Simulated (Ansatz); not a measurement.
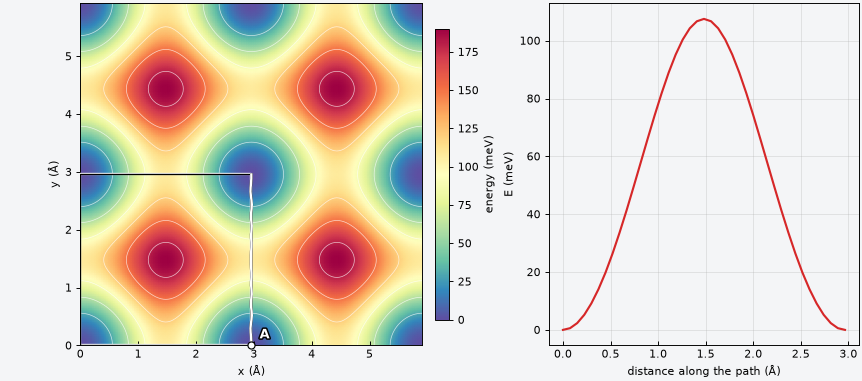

Si on a Ta(100) slab cut from the Fm-3m phase, its upper half relaxed before the scan (12 atoms of substrate and one adsorbate in a 2 × 2 cell). Si is moved over the surface cell at a fixed height above a rigid substrate; the origin of the map has the adsorbate above Ta9; the height is held at 3.30 Å. Places are given modulo a cell vector. The map is drawn in real space over the plane of the surface. Grid: 6 × 6 points; 10 points were computed and 26 follow by symmetry. Places are given in fractions of the 1 × 1 surface cell. All energies are given in meV relative to the lowest grid point. The runs have no spin polarisation, so an open-shell adsorbate far from the surface lies too high. At a fixed height the lowest place need not be the adsorption site. The calculation used Ansatz, DFT PBE+D3(BJ), scalar-relativistic, plane waves, PAW. Settings: cutoff 420 eV, k-mesh 5×5×1, gaussian smearing 0.1 eV, no spin polarisation.

In the figure: a smooth colour map with a few white contour lines, a line along the lowest path, the outline of one cell of the 2 × 2 shown, the energy along the path at the right, the start A. Between grid points the surface is interpolated.

### Describe the path and its barrier.

The easiest path leads from the well at the top site over a surface Ta atom, (0/6, 0/6) of the cell vectors to its copy one period on. Its highest point lies about 108 meV above the bottom of the first well on the interpolated surface, at a bridge site between two Ta atoms, (0/6, 3/6) of the cell vectors. This is the barrier on the constrained surface; relaxing the other coordinates would change it.

PAW datasets: the set soft_1.
